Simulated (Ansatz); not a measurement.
# Two runs on AlCu₃

System: AlCu₃ (Pm-3m, 4 atoms in the cell).
Method of the first run: DFT r2SCAN, scalar-relativistic, plane waves, PAW, no spin polarisation (Ansatz 0.2.0).

The structure derives from a Materials Project entry. Text and figures count atoms from 1; the logs count them from 0 in places.

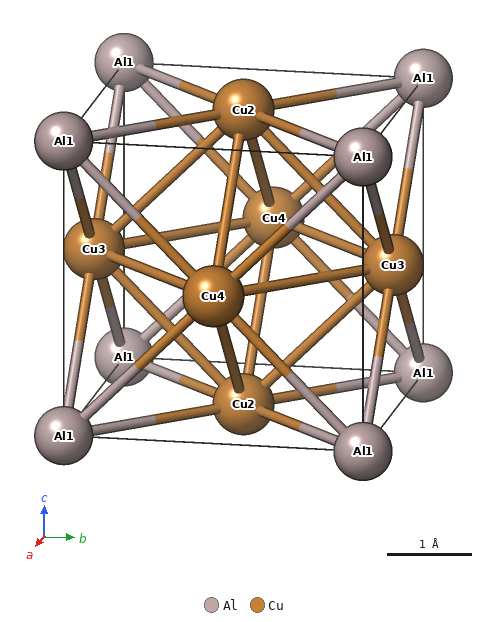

Fig. 1: The structure (ball-and-stick view of the cell of the calculation, seen slightly off an axis; atoms are numbered from 1 in the order of the input). An atom can appear more than once, as a periodic image. Near neighbours in the periodic cell (some may lie outside the picture): Al has 12 Cu at 2.58 Å; Cu has 4 Al at 2.58 Å and 8 Cu at 2.58 Å.

Input file, the first run:
```yaml
crystal:
  lattice:
    - [3.6418163312, 0.0, 0.0]
    - [0.0, 3.6418163312, 0.0]
    - [0.0, 0.0, 3.6418163312]
  atoms:
    - { symbol: Al, position: [0.0, 0.0, 0.0] }
    - { symbol: Cu, position: [0.5, 0.5, 0.0] }
    - { symbol: Cu, position: [0.5, 0.0, 0.5] }
    - { symbol: Cu, position: [0.0, 0.5, 0.5] }
basis:
  ecutwfc: 500
kpoints:
  mp_grid: { grid: [14, 14, 14] }
hamiltonian:
  xc: r2scan
scf:
  occupations: { method: gaussian, width: 0.1 }
output:
  forces: true
  stress: true
  eigenvalues: true
```

Command:
```bash
ansatz run input.yaml --threads 1 --pin off --max-ram 2560MiB --backend cpu --events-out ev --progress --plain --runs-dir out
```

Hardware: 1 thread of Intel Xeon @ 2.50GHz (Skylake/Cascade Lake), 189 GiB of memory available, shared host.

Output, shortened to warnings, some set-up lines, iterations and results (the first run):
```
Basis set: ecut = 500 eV, 1237 PW (Γ), exchange–correlation on 108×108×108 points (64 copies of the dense FFT grid, shifted against one another)
Symmetry: 48 space group operations
k-points: 120 of 2744
Initial density: superposition of atomic densities (neutral atoms: chi_scale 0, normalization atom), corrected by the library's trained network
[...]
SCF iter   1: F=—  HF=-20434.947920 eV  |F-HF|=—  |Δ(HF+E_count)|=         —  Δρ=3.89e-2  dr2=4.43e-1  dr2_τ=7.89e-3  ethr=1.77e-3  ⟨swp⟩=5.2  Hψ=15235  notcnv=0  defer=49
SCF iter   2: F=—  HF=-20434.925099 eV  |F-HF|=—  |Δ(HF+E_count)|=   2.28e-2  Δρ=1.60e-2  dr2=5.19e-2  dr2_τ=3.85e-3  ethr=7.39e-4  ⟨swp⟩=2.0  Hψ=7805  notcnv=0  defer=165
SCF iter   3: F=—  HF=-20434.889258 eV  |F-HF|=—  |Δ(HF+E_count)|=   3.58e-2  Δρ=8.12e-3  dr2=2.70e-2  dr2_τ=1.22e-4  ethr=8.64e-5  ⟨swp⟩=2.0  Hψ=7839  notcnv=0  defer=165
SCF iter   4: F=—  HF=-20434.882315 eV  |F-HF|=—  |Δ(HF+E_count)|=   6.94e-3  Δρ=1.27e-3  dr2=9.92e-4  dr2_τ=2.04e-5  ethr=4.51e-5  ⟨swp⟩=1.2  Hψ=5362  notcnv=0  defer=165
SCF iter   5: F=—  HF=-20434.882843 eV  |F-HF|=—  |Δ(HF+E_count)|=   5.28e-4  Δρ=5.60e-4  dr2=2.37e-4  dr2_τ=2.35e-6  ethr=1.65e-6  ⟨swp⟩=2.0  Hψ=6378  notcnv=0  defer=165
SCF iter   6: F=—  HF=-20434.882799 eV  |F-HF|=—  |Δ(HF+E_count)|=   4.31e-5  Δρ=2.54e-4  dr2=2.95e-5  dr2_τ=1.23e-7  ethr=3.95e-7  ⟨swp⟩=2.0  Hψ=6167  notcnv=0  defer=165
SCF iter   7: F=—  HF=-20434.882789 eV  |F-HF|=—  |Δ(HF+E_count)|=   1.05e-5  Δρ=4.77e-5  dr2=6.77e-7  dr2_τ=8.09e-9  ethr=4.92e-8  ⟨swp⟩=2.0  Hψ=5815  notcnv=0  defer=165
SCF iter   8: F=-20434.882789 eV  HF=-20434.882789 eV  |F-HF|=2.95e-9  |Δ(HF+E_count)|=   1.19e-7  Δρ=8.65e-6  dr2=3.76e-8  dr2_τ=2.40e-10  ethr=1.67e-10  ⟨swp⟩=8.2  Hψ=18798 …
SCF 1 converged in 8 iterations: F = -20434.882789 eV  dr2 = 3.76e-8
SCF converged after 8 iterations
Free energy (F): -20434.882789 eV
Harris-Foulkes:  -20434.882789 eV  (|F-HF|=2.95e-9)
Internal energy: -20434.876279 eV  (E = F + TS)
E sigma→0 (E₀):  -20434.879534 eV
Entropy (-TS):   -0.006510 eV (-1.627 meV/atom)
Fermi energy:    15.217061 eV
--- Per-component energies (eV) ---
  E_band       = -1236.924958
  E_kinetic    = 924.222972
  E_local      = -13980.371395  (includes V_loc(G=0)·N_el)
  E_nonlocal   = 1190.371373
  E_hartree    = 6238.915303
  E_xc         = -290.212254
  E_vxc        = -409.064476  (∫ρ·V_xc dr)
  E_paw        = -5503.177589  (= ΣΔE_a)
  E_vpaw       = -1468.815089  (= ΣTr[D̂ρ^β])
  E_aug_tail   = 0.000427  (compensation charges beyond the density's cutoff)
  E_vtau       = 28.879707  (kinetic-family band-sum trace: ∫τ·v_τ [+ j·A + Jᵃ·Aᵃ] dr)
  E_ewald      = -9013.661685
  E_core_change = -0.963432  (= ΣΔE_core)
  E_smearing   = -0.006510  (= −TS)
  E_closure    = -0.000000  (closes the sum)
  Σ components = -20434.882789   (vs F -20434.882789, Δ=0.00e0)
--- Forces (eV/Å), atoms counted from 1 ---
  atom   1  Al    -0.00000000     0.00000000    -0.00000000
  atom   2  Cu     0.00000000    -0.00000000     0.00000000
  atom   3  Cu    -0.00000000    -0.00000000     0.00000000
  atom   4  Cu     0.00000000     0.00000000    -0.00000000
  max |Σ_I F_I| component: 1.11e-28 eV/Å
--- Stress (GPa, compression-positive) ---
        0.033930       0.000000       0.000000
       -0.000000       0.033930       0.000000
        0.000000       0.000000       0.033930
  P = ⅓ Tr σ = 0.0339 GPa (0.339 kbar)
```

The input of the second run differs as follows (lines with − go, lines with + come):
```diff
-    - [3.6418163312, 0.0, 0.0]
-    - [0.0, 3.6418163312, 0.0]
-    - [0.0, 0.0, 3.6418163312]
+    - [3.63737667, 0.0, 0.0]
+    - [0.0, 3.63737667, 0.0]
+    - [0.0, 0.0, 3.63737667]
-  mp_grid: { grid: [14, 14, 14] }
+  mp_grid: { grid: [6, 6, 6] }
```

How does the second run compare with the first run?

With the same functional and potentials, the second run lies 8.0 meV per atom lower (other lines of the input change too). The pressure goes from 0.03 to 0.51 GPa. The volume per atom goes from 12.08 to 12.03 Å³. The number of SCF iterations is the same. The irreducible k-points go from 120 to 20. The plane waves at Γ go from 1237 to 1213. On the same kind of shared host the second run took about 0.21 times as long.

Output, shortened to warnings, some set-up lines, iterations and results (the second run):
```
Basis set: ecut = 500 eV, 1213 PW (Γ), exchange–correlation on 108×108×108 points (64 copies of the dense FFT grid, shifted against one another)
Symmetry: 48 space group operations
k-points: 20 of 216
Initial density: superposition of atomic densities (neutral atoms: chi_scale 0, normalization atom), corrected by the library's trained network
[...]
SCF iter   1: F=—  HF=-20434.981300 eV  |F-HF|=—  |Δ(HF+E_count)|=         —  Δρ=3.87e-2  dr2=4.41e-1  dr2_τ=7.91e-3  ethr=1.77e-3  ⟨swp⟩=5.6  Hψ=2588  notcnv=0  defer=7
SCF iter   2: F=—  HF=-20434.960418 eV  |F-HF|=—  |Δ(HF+E_count)|=   2.09e-2  Δρ=1.76e-2  dr2=6.52e-2  dr2_τ=3.70e-3  ethr=7.35e-4  ⟨swp⟩=2.0  Hψ=1303  notcnv=0  defer=25
SCF iter   3: F=—  HF=-20434.920844 eV  |F-HF|=—  |Δ(HF+E_count)|=   3.96e-2  Δρ=7.57e-3  dr2=2.37e-2  dr2_τ=1.04e-4  ethr=1.09e-4  ⟨swp⟩=2.5  Hψ=1312  notcnv=0  defer=5
SCF iter   4: F=—  HF=-20434.914529 eV  |F-HF|=—  |Δ(HF+E_count)|=   6.31e-3  Δρ=1.09e-3  dr2=6.06e-4  dr2_τ=1.42e-5  ethr=3.95e-5  ⟨swp⟩=1.1  Hψ=872  notcnv=0  defer=5
SCF iter   5: F=—  HF=-20434.914958 eV  |F-HF|=—  |Δ(HF+E_count)|=   4.29e-4  Δρ=4.60e-4  dr2=1.56e-4  dr2_τ=1.68e-6  ethr=1.01e-6  ⟨swp⟩=2.0  Hψ=1059  notcnv=0  defer=5
SCF iter   6: F=—  HF=-20434.914928 eV  |F-HF|=—  |Δ(HF+E_count)|=   2.91e-5  Δρ=1.95e-4  dr2=1.73e-5  dr2_τ=7.56e-8  ethr=2.61e-7  ⟨swp⟩=2.0  Hψ=1027  notcnv=0  defer=5
SCF iter   7: F=—  HF=-20434.914914 eV  |F-HF|=—  |Δ(HF+E_count)|=   1.47e-5  Δρ=3.85e-5  dr2=4.66e-7  dr2_τ=3.96e-9  ethr=2.89e-8  ⟨swp⟩=2.0  Hψ=952  notcnv=0  defer=5
SCF iter   8: F=-20434.914914 eV  HF=-20434.914914 eV  |F-HF|=9.39e-10  |Δ(HF+E_count)|=   6.88e-8  Δρ=7.07e-6  dr2=2.73e-8  dr2_τ=1.70e-10  ethr=1.67e-10  ⟨swp⟩=6.0  Hψ=2773 …
SCF 1 converged in 8 iterations: F = -20434.914914 eV  dr2 = 2.73e-8
SCF converged after 8 iterations
Free energy (F): -20434.914914 eV
Harris-Foulkes:  -20434.914914 eV  (|F-HF|=9.39e-10)
Internal energy: -20434.909912 eV  (E = F + TS)
E sigma→0 (E₀):  -20434.912413 eV
Entropy (-TS):   -0.005001 eV (-1.250 meV/atom)
Fermi energy:    15.456457 eV
--- Per-component energies (eV) ---
  E_band       = -1232.998295
  E_kinetic    = 924.442499
  E_local      = -13962.344914  (includes V_loc(G=0)·N_el)
  E_nonlocal   = 1190.195412
  E_hartree    = 6231.791233
  E_xc         = -290.360511
  E_vxc        = -409.307560  (∫ρ·V_xc dr)
  E_paw        = -5503.007171  (= ΣΔE_a)
  E_vpaw       = -1468.493774  (= ΣTr[D̂ρ^β])
  E_aug_tail   = 0.000432  (compensation charges beyond the density's cutoff)
  E_vtau       = 28.910593  (kinetic-family band-sum trace: ∫τ·v_τ [+ j·A + Jᵃ·Aᵃ] dr)
  E_ewald      = -9024.663461
  E_core_change = -0.963432  (= ΣΔE_core)
  E_smearing   = -0.005001  (= −TS)
  E_closure    = -0.000000  (closes the sum)
  Σ components = -20434.914914   (vs F -20434.914914, Δ=0.00e0)
--- Forces (eV/Å), atoms counted from 1 ---
  atom   1  Al     0.00000000    -0.00000000     0.00000000
  atom   2  Cu     0.00000000    -0.00000000     0.00000000
  atom   3  Cu    -0.00000000    -0.00000000     0.00000000
  atom   4  Cu     0.00000000     0.00000000     0.00000000
  max |Σ_I F_I| component: 1.43e-28 eV/Å
--- Stress (GPa, compression-positive) ---
        0.510022       0.000000       0.000000
       -0.000000       0.510022       0.000000
        0.000000       0.000000       0.510022
  P = ⅓ Tr σ = 0.5100 GPa (5.100 kbar)
```

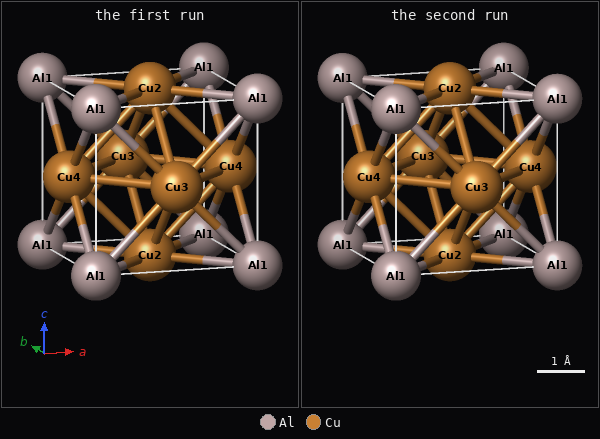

Fig. 2: The two input geometries at one scale (ball-and-stick view of the cell of the calculation, seen slightly off an axis). The atoms keep their places relative to the cell (all moves are under 0.005 Å). The volume changes by −0.4 %, with a = b = c 3.642 → 3.637 Å (−0.1 %).

The two runs side by side:

```csv
quantity,the first run,the second run
outcome,converged,converged
free energy per atom (eV),−5108.7207,−5108.7287
"energy per atom, smearing taken to zero (eV)",−5108.7199,−5108.7281
gap on the mesh (eV),0.00,0.00
pressure (GPa),0.03,0.51
volume per atom (Å³),12.08,12.03
largest force (eV/Å),0.000,0.000
SCF iterations,8,8
irreducible k-points,120,20
plane waves at Γ,1237,1213
wall time (shared host),38 s,7.9 s
```
